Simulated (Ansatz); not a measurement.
## Geometry relaxation of Ni (part 1 of 3)

The run: geometry relaxation of Ni (2 atoms in the cell). Method and program: DFT, PBE, PAW with Ansatz's default frozen-core files, scalar-relativistic, spin-polarised (Ansatz 0.2.0).

The structure was built on a prototype by a generator; it need not be a known phase. Its volume is 1.10 times that of the source entry. It belongs to a series of runs on one base structure; here: diamond relaxed under pressure, PAW files. Figures and captions count atoms from 1; the log counts them from 0 in places.

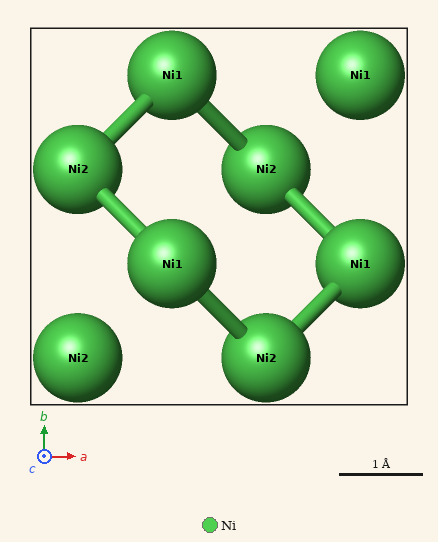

**Figure 1.** The structure as given in the input (ball-and-stick view of the cell 4 times as large as that of the calculation, set on its symmetry axes, along the c axis; atoms are numbered from 1 in the order of the input). Near neighbours in the crystal (not all of them lie inside the picture): Ni has 4 Ni at 1.98 Å.

### Input file
```yaml
crystal:
  lattice:
    - [0.0, 2.2870710601, 2.2870710601]
    - [2.2870710601, 0.0, 2.2870710601]
    - [2.2870710601, 2.2870710601, 0.0]
  atoms:
    - { symbol: Ni, position: [-0.125, -0.125, -0.125], spin: 1.0 }
    - { symbol: Ni, position: [0.125, 0.125, 0.125], spin: 1.0 }
magnetization:
  spin_polarized: true
kpoints:
  mp_grid: { grid: [14, 14, 14] }
scf:
  occupations: { method: fermi_dirac, width: 0.1 }
hamiltonian:
  xc: pbe
  pseudopotentials: { kind: paw }
output:
  forces: true
  stress: true
  eigenvalues: true
  write_density: true
  write_potential: true
  elf: true
  volumetric_format: npy
relax:
  f_tol: 0.005
  max_steps: 40
  cell: { p_target: 23.0, stress_tol: 0.03 }
```

Hardware: 2 threads of Arm Neoverse V1, 24 GiB of memory available, shared host.

Run as:
```bash
ansatz run input.yaml --threads 2 --pin off --max-ram 7168MiB --backend cpu --events-out ev --progress --plain --runs-dir out
```

### Output
```
Engine: ansatz 0.2.0, aarch64-unknown-linux-gnu
Pseudopotentials: kind: paw
Pseudopotential: Ni, paw, valence charge 18, recommended cutoff 420 eV (normal), Ni.paw.azcp
Functional definition: PBE
  parameter kappa = 0.804
  parameter beta = 0.06672455060314922
  exchange = pbe_x(kappa = kappa, mu = beta*pi^2/3)
  correlation = pbe_c(beta = beta)
Crystal: 2 atoms, lattice volume = 23.926 Å³
Basis set: ecut = 420 eV, 459 PW (Γ), exchange–correlation on 48×48×48 points (8 copies of the dense FFT grid, shifted against one another)
Bands: 23, of which v1, the nominal top of the filled ones, is band 18 counted from 1 (17 counted from 0)
Symmetry: 48 space group operations
Space group: Fd-3m (ITA 227), of the structure as read, at distance tolerance 2.9e-5 Å
Magnetic group: BNS 227.128 (UNI 1630), of the structure as read, at distance tolerance 2.9e-5 Å
k-points: 104 of 2744
Non-local potential: Ni, projectors of the file, l = 0: 3, l = 1: 2, l = 2: 3, l = 3: 1
PAW form: soft (Blöchl's): semilocal exchange-correlation on the pseudo side does not see the compensation charge
PAW one-centre angular grid: Ni, 590 points (default); XC on 64 Gauss nodes
Initial density: superposition of atomic densities (chi_scale 0.1, normalization cell)
Starting moments: Σ|m| = 2 μB on 2 of 2 sites
Initial wavefunctions: pseudopotential atomic-orbital guess
Functional: x = pbe(κ = 0.804, μ = 0.2195149727645171), c = pbe(β = 0.06672455060314922)
iter 1 solved again at ethr=1.42e-3 eV; its pass at ethr=3.10e-3 eV (dr2=5.11e-1 eV) is discarded
SCF iter   1: F=—  HF=-11671.954890 eV  |F-HF|=—  |Δ(HF+E_count)|=         —  Δρ=5.04e-2 (↑2.01e-2 ↓5.04e-2)  dr2=5.16e-1  dr2_m=6.66e-2  M=1.841 μB ∫|m|=1.928 μB  β_m=0.30  ethr=1.42e-3  ⟨swp⟩=1.0  Hψ=24868  notcnv=0
Mixer restart at iter 1: flushing history
preconditioner: auto → Kerker (q_TF=auto, 2.921 Å⁻¹)  [metal: Δε(μ)=0.013 eV  Ē_g=8.780 eV  σ=0.100 eV  W_gap=0.03  n_scr=14 (ndim 8)  ℏωp=33.9 eV  f_vac=0.000  D(μ)=1.70/eV (n_scr^D=14)]
spin=Collinear: Kerker preconditioning applied to the charge; magnetization (m = ρ↑ − ρ↓) channel mixes plain (no charge-response kernel on spin).
SCF iter   2: F=—  HF=-11672.687735 eV  |F-HF|=—  |Δ(HF+E_count)|=   7.33e-1  Δρ=2.32e-2 (↑2.32e-2 ↓1.81e-2)  dr2=2.22e-1  dr2_m=2.17e-2  M=1.781 μB ∫|m|=1.878 μB  β_m=0.31  ethr=1.42e-3  ⟨swp⟩=2.5  Hψ=7697  notcnv=0
SCF iter   3: F=—  HF=-11673.721114 eV  |F-HF|=—  |Δ(HF+E_count)|=         —  Δρ=2.38e-2 (↑1.53e-2 ↓2.38e-2)  dr2=2.75e-1  dr2_m=1.08e-2  M=1.659 μB ∫|m|=1.754 μB  β_m=0.31  ethr=6.17e-4  ⟨swp⟩=2.3  Hψ=7031  notcnv=0
Mixer restart at iter 3: flushing history
SCF iter   4: F=—  HF=-11674.553286 eV  |F-HF|=—  |Δ(HF+E_count)|=   8.32e-1  Δρ=2.30e-2 (↑1.24e-2 ↓2.30e-2)  dr2=2.61e-1  dr2_m=1.12e-2  M=1.616 μB ∫|m|=1.721 μB  β_m=0.65  ethr=6.17e-4  ⟨swp⟩=2.9  Hψ=7514  notcnv=0
SCF iter   5: F=—  HF=-11675.664494 eV  |F-HF|=—  |Δ(HF+E_count)|=    1.11e0  Δρ=1.41e-2 (↑6.90e-3 ↓1.41e-2)  dr2=1.26e-1  dr2_m=5.25e-3  M=1.536 μB ∫|m|=1.650 μB  β_m=0.83  ethr=6.17e-4  ⟨swp⟩=2.9  Hψ=8991  notcnv=0
SCF iter   6: F=—  HF=-11675.708462 eV  |F-HF|=—  |Δ(HF+E_count)|=   4.40e-2  Δρ=3.66e-3 (↑2.79e-3 ↓3.66e-3)  dr2=1.30e-2  dr2_m=4.04e-4  M=1.529 μB ∫|m|=1.640 μB  β_m=0.91  ethr=3.50e-4  ⟨swp⟩=2.0  Hψ=7568  notcnv=0
SCF iter   7: F=—  HF=-11675.709044 eV  |F-HF|=—  |Δ(HF+E_count)|=   5.82e-4  Δρ=1.77e-3 (↑9.21e-4 ↓1.77e-3)  dr2=7.80e-4  dr2_m=7.31e-5  M=1.528 μB ∫|m|=1.644 μB  β_m=0.96  ethr=3.61e-5  ⟨swp⟩=1.7  Hψ=6818  notcnv=0
SCF iter   8: F=—  HF=-11675.710046 eV  |F-HF|=—  |Δ(HF+E_count)|=   1.00e-3  Δρ=3.35e-3 (↑2.28e-3 ↓3.35e-3)  dr2=4.63e-3  dr2_m=6.81e-5  M=1.525 μB ∫|m|=1.641 μB  β_m=0.96  ethr=2.17e-6  ⟨swp⟩=2.1  Hψ=9303  notcnv=0
SCF iter   9: F=—  HF=-11675.708939 eV  |F-HF|=—  |Δ(HF+E_count)|=   1.11e-3  Δρ=4.86e-4 (↑2.29e-4 ↓4.86e-4)  dr2=6.22e-5  dr2_m=4.80e-6  M=1.528 μB ∫|m|=1.645 μB  β_m=0.98  ethr=2.17e-6  ⟨swp⟩=2.0  Hψ=8286  notcnv=0
SCF iter  10: F=—  HF=-11675.708926 eV  |F-HF|=—  |Δ(HF+E_count)|=   1.35e-5  Δρ=6.65e-5 (↑3.73e-5 ↓6.65e-5)  dr2=1.24e-6  dr2_m=8.16e-8  M=1.528 μB ∫|m|=1.645 μB  β_m=0.99  ethr=1.73e-7  ⟨swp⟩=2.1  Hψ=7213  notcnv=0
SCF iter  11: F=—  HF=-11675.708927 eV  |F-HF|=—  |Δ(HF+E_count)|=   6.14e-7  Δρ=5.42e-6 (↑4.75e-6 ↓5.42e-6)  dr2=1.30e-8  dr2_m=7.12e-10  M=1.528 μB ∫|m|=1.645 μB  β_m=0.99  ethr=3.43e-9  ⟨swp⟩=2.1  Hψ=7176  notcnv=0
SCF iter  12: F=-11675.708927 eV  HF=-11675.708927 eV  |F-HF|=6.13e-10  |Δ(HF+E_count)|=   2.46e-8  Δρ=2.08e-6 (↑1.04e-6 ↓2.08e-6)  dr2=1.44e-9  dr2_m=8.22e-11  M=1.528 μB ∫|m|=1.645 μB  ethr=3.62e-11  ⟨swp⟩=6.7  Hψ=31379  notcnv=0
SCF 1 converged in 12 iterations: F = -11675.708927 eV  dr2 = 1.44e-9
  greatest PAW one-centre occupation: 1.002 electrons in one spin orbital (limit 2), on the Ni atom at site 1 (counted from 0), in its partial waves of l = 1
relax step   1: F+E_penalty+E_count = -11675.70892659 eV  Δ(F+E_penalty+E_count) = +0.000e0 eV  max|allowed force component| = 3.701e-17 eV/Å  Δτ_max = 0.0000 Å  P = +65.014 GPa  Ω = 23.926 Å³  (12 SCF iters, dr2 threshold 1.00e-7 eV, accepted)
Crystal: 2 atoms, lattice volume = 27.670 Å³
Basis set: ecut = 420 eV, 537 PW (Γ), exchange–correlation on 48×48×48 points (8 copies of the dense FFT grid, shifted against one another)
Initial density: handed on by an earlier stage of this run
Starting moments: Σ|m| = 2 μB on 2 of 2 sites; this step starts from the density that it was given
Initial wavefunctions: those handed on with the density
iter 1 solved again at ethr=1.06e-4 eV; its pass at ethr=3.10e-3 eV (dr2=3.80e-2 eV) is discarded
SCF iter   1: F=—  HF=-11676.649609 eV  |F-HF|=—  |Δ(HF+E_count)|=         —  Δρ=1.06e-2 (↑5.43e-3 ↓1.06e-2)  dr2=3.67e-2  dr2_m=2.27e-3  M=1.478 μB ∫|m|=1.640 μB  β_m=0.30  ethr=1.06e-4  ⟨swp⟩=1.5  Hψ=28656  notcnv=0
preconditioner: auto → Kerker (q_TF=auto, 2.851 Å⁻¹)  [metal: Δε(μ)=0.010 eV  Ē_g=8.709 eV  σ=0.100 eV  W_gap=0.03  n_scr=14 (ndim 8)  ℏωp=31.6 eV  f_vac=0.016  D(μ)=2.88/eV (n_scr^D=50)]
spin=Collinear: Kerker preconditioning applied to the charge; magnetization (m = ρ↑ − ρ↓) channel mixes plain (no charge-response kernel on spin).
SCF iter   2: F=—  HF=-11676.653636 eV  |F-HF|=—  |Δ(HF+E_count)|=   4.03e-3  Δρ=2.74e-3 (↑2.58e-3 ↓2.74e-3)  dr2=3.75e-3  dr2_m=3.11e-4  M=1.508 μB ∫|m|=1.663 μB  β_m=0.33  ethr=1.02e-4  ⟨swp⟩=1.8  Hψ=5921  notcnv=0
SCF iter   3: F=—  HF=-11676.674637 eV  |F-HF|=—  |Δ(HF+E_count)|=   2.10e-2  Δρ=2.60e-3 (↑1.95e-3 ↓2.60e-3)  dr2=3.72e-3  dr2_m=3.05e-4  M=1.521 μB ∫|m|=1.674 μB  β_m=0.61  ethr=1.04e-5  ⟨swp⟩=2.1  Hψ=7026  notcnv=0
SCF iter   4: F=—  HF=-11676.705965 eV  |F-HF|=—  |Δ(HF+E_count)|=   3.13e-2  Δρ=4.85e-3 (↑1.82e-3 ↓4.85e-3)  dr2=9.99e-3  dr2_m=7.31e-4  M=1.550 μB ∫|m|=1.697 μB  β_m=0.35  ethr=1.03e-5  ⟨swp⟩=2.0  Hψ=6809  notcnv=0  recentre
SCF iter   5: F=—  HF=-11676.702861 eV  |F-HF|=—  |Δ(HF+E_count)|=   3.10e-3  Δρ=1.50e-3 (↑1.50e-3 ↓1.45e-3)  dr2=1.45e-3  dr2_m=6.28e-5  M=1.537 μB ∫|m|=1.685 μB  β_m=0.84  ethr=1.03e-5  ⟨swp⟩=2.0  Hψ=6747  notcnv=0
SCF iter   6: F=—  HF=-11676.710594 eV  |F-HF|=—  |Δ(HF+E_count)|=   7.73e-3  Δρ=1.24e-3 (↑2.34e-4 ↓1.24e-3)  dr2=3.14e-4  dr2_m=8.95e-5  M=1.557 μB ∫|m|=1.701 μB  β_m=0.73  ethr=4.04e-6  ⟨swp⟩=2.9  Hψ=9574  notcnv=0
SCF iter   7: F=—  HF=-11676.710820 eV  |F-HF|=—  |Δ(HF+E_count)|=   2.26e-4  Δρ=3.75e-4 (↑1.08e-4 ↓3.75e-4)  dr2=1.77e-5  dr2_m=1.18e-5  M=1.556 μB ∫|m|=1.700 μB  β_m=0.86  ethr=8.73e-7  ⟨swp⟩=1.8  Hψ=7016  notcnv=0
SCF iter   8: F=—  HF=-11676.710871 eV  |F-HF|=—  |Δ(HF+E_count)|=   5.13e-5  Δρ=1.64e-5 (↑1.44e-5 ↓1.64e-5)  dr2=1.61e-7  dr2_m=2.27e-9  M=1.555 μB ∫|m|=1.700 μB  β_m=0.93  ethr=4.91e-8  ⟨swp⟩=2.3  Hψ=8663  notcnv=0
SCF iter   9: F=—  HF=-11676.710872 eV  |F-HF|=—  |Δ(HF+E_count)|=   3.74e-7  Δρ=2.46e-5 (↑1.46e-5 ↓2.46e-5)  dr2=2.82e-7  dr2_m=7.23e-9  M=1.555 μB ∫|m|=1.700 μB  β_m=0.97  ethr=4.47e-10  ⟨swp⟩=2.1  Hψ=7287  notcnv=0
SCF iter  10: F=-11676.710872 eV  HF=-11676.710872 eV  |F-HF|=8.12e-9  |Δ(HF+E_count)|=   1.67e-8  Δρ=5.36e-6 (↑2.39e-6 ↓5.36e-6)  dr2=1.06e-8  dr2_m=6.12e-10  M=1.555 μB ∫|m|=1.700 μB  ethr=4.47e-10  ⟨swp⟩=6.9  Hψ=31570  notcnv=0
SCF 2 converged in 10 iterations: F = -11676.710872 eV  dr2 = 1.06e-8
  greatest PAW one-centre occupation: 1.001 electrons in one spin orbital (limit 2), on the Ni atom at site 1 (counted from 0), in its partial waves of l = 1
relax step   2: F+E_penalty+E_count = -11676.71087175 eV  Δ(F+E_penalty+E_count) = -1.002e0 eV  max|allowed force component| = 1.480e-16 eV/Å  Δτ_max = 0.0000 Å  P = +25.355 GPa  Ω = 27.670 Å³  energy of the carried Pulay correction = -2.924e-3 eV  (10 SCF iters, dr2 threshold 2.00e-7 eV, accepted)
Crystal: 2 atoms, lattice volume = 27.929 Å³
iter 1 solved again at ethr=5.33e-6 eV; its pass at ethr=3.10e-3 eV (dr2=1.92e-3 eV) is discarded
SCF iter   1: F=—  HF=-11676.749903 eV  |F-HF|=—  |Δ(HF+E_count)|=         —  Δρ=1.25e-3 (↑5.41e-4 ↓1.25e-3)  dr2=4.97e-4  dr2_m=3.61e-5  M=1.549 μB ∫|m|=1.696 μB  β_m=0.65  ethr=5.33e-6  ⟨swp⟩=2.0  Hψ=23474  notcnv=0
preconditioner: auto → none  [metal: Δε(μ)=0.007 eV  Ē_g=8.500 eV  σ=0.100 eV  W_gap=0.02  n_scr=0 (ndim 8)  ℏωp=31.4 eV  f_vac=0.006  D(μ)=2.76/eV (n_scr^D=26)]
SCF iter   2: F=—  HF=-11676.750165 eV  |F-HF|=—  |Δ(HF+E_count)|=   2.62e-4  Δρ=1.45e-3 (↑1.26e-3 ↓1.45e-3)  dr2=1.16e-3  dr2_m=3.57e-6  M=1.553 μB ∫|m|=1.700 μB  β_m=0.28  ethr=1.38e-6  ⟨swp⟩=2.1  Hψ=8592  notcnv=0  recentre
SCF iter   3: F=—  HF=-11676.749829 eV  |F-HF|=—  |Δ(HF+E_count)|=   3.36e-4  Δρ=2.44e-4 (↑1.14e-4 ↓2.44e-4)  dr2=1.15e-5  dr2_m=4.29e-6  M=1.551 μB ∫|m|=1.698 μB  β_m=0.46  ethr=1.38e-6  ⟨swp⟩=3.0  Hψ=9805  notcnv=0
SCF iter   4: F=—  HF=-11676.750005 eV  |F-HF|=—  |Δ(HF+E_count)|=   1.75e-4  Δρ=2.50e-4 (↑9.20e-5 ↓2.50e-4)  dr2=2.25e-5  dr2_m=2.00e-6  M=1.553 μB ∫|m|=1.700 μB  β_m=0.73  ethr=3.19e-8  ⟨swp⟩=2.3  Hψ=7717  notcnv=0
SCF iter   5: F=—  HF=-11676.750091 eV  |F-HF|=—  |Δ(HF+E_count)|=   8.61e-5  Δρ=2.44e-4 (↑7.91e-5 ↓2.44e-4)  dr2=1.84e-5  dr2_m=1.98e-6  M=1.555 μB ∫|m|=1.701 μB  β_m=0.73  ethr=3.19e-8  ⟨swp⟩=2.0  Hψ=6895  notcnv=0
SCF iter   6: F=—  HF=-11676.750133 eV  |F-HF|=—  |Δ(HF+E_count)|=   4.28e-5  Δρ=4.35e-5 (↑1.18e-5 ↓4.35e-5)  dr2=3.93e-7  dr2_m=1.71e-7  M=1.556 μB ∫|m|=1.702 μB  β_m=0.88  ethr=3.19e-8  ⟨swp⟩=2.6  Hψ=9984  notcnv=0
SCF iter   7: F=—  HF=-11676.750140 eV  |F-HF|=—  |Δ(HF+E_count)|=   6.29e-6  Δρ=1.96e-5 (↑8.91e-6 ↓1.96e-5)  dr2=1.39e-7  dr2_m=8.76e-9  M=1.556 μB ∫|m|=1.703 μB  β_m=0.93  ethr=1.09e-9  ⟨swp⟩=3.0  Hψ=10617  notcnv=0
SCF iter   8: F=-11676.750140 eV  HF=-11676.750140 eV  |F-HF|=1.02e-7  |Δ(HF+E_count)|=   1.94e-7  Δρ=1.84e-5 (↑8.13e-6 ↓1.84e-5)  dr2=1.25e-7  dr2_m=7.62e-9  M=1.556 μB ∫|m|=1.703 μB  ethr=3.86e-10  ⟨swp⟩=6.2  Hψ=30919  notcnv=0
SCF 3 converged in 8 iterations: F = -11676.750140 eV  dr2 = 1.25e-7
relax step   3: F+E_penalty+E_count = -11676.75013987 eV  Δ(F+E_penalty+E_count) = -3.927e-2 eV  max|allowed force component| = 2.174e-16 eV/Å  Δτ_max = 0.0000 Å  P = +23.434 GPa  Ω = 27.929 Å³  energy of the carried Pulay correction = -3.111e-3 eV  (8 SCF iters, dr2 threshold 2.00e-7 eV, accepted)
Crystal: 2 atoms, lattice volume = 27.988 Å³
iter 1 solved again at ethr=2.81e-7 eV; its pass at ethr=3.10e-3 eV (dr2=1.01e-4 eV) is discarded
```
